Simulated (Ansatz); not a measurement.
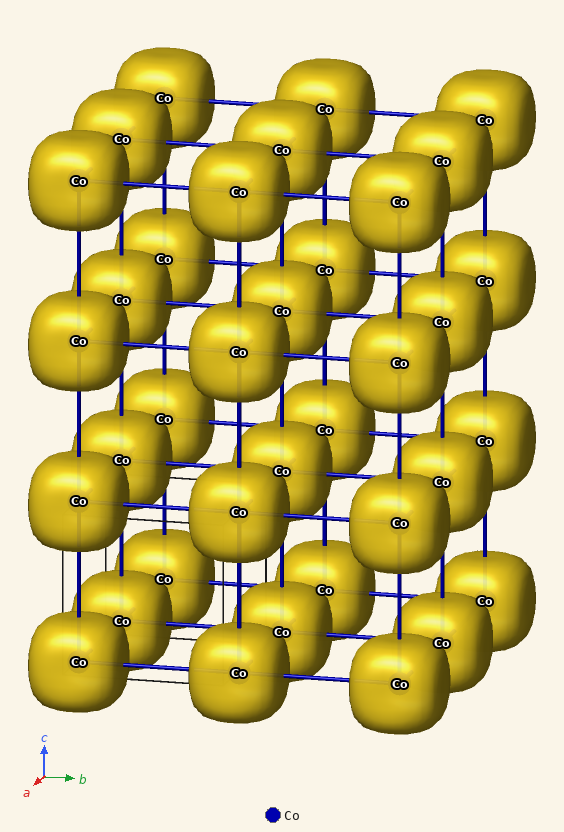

Co. Isosurface of the spin density (up minus down) at +0.2 e/Å³ (yellow), seen slightly off an axis. Sticks mark near contacts.

Space group Pm-3m; a structure generated by program, which may or may not match a known phase; spin-polarised.

Theory: Ansatz, DFT PBE, scalar-relativistic, plane waves, PAW.

The density is the valence pseudo-density of a PAW calculation; it isn't the true density close to the nuclei.

> Describe the spin distribution.

The spin density sits on Co: +1.9 μB in one cell of 1 atoms: parallel main moments, as they must be, since the calculation's own cell holds one magnetic site. The cell of the calculation (1 atoms) carries 1.9 μB of net spin moment.
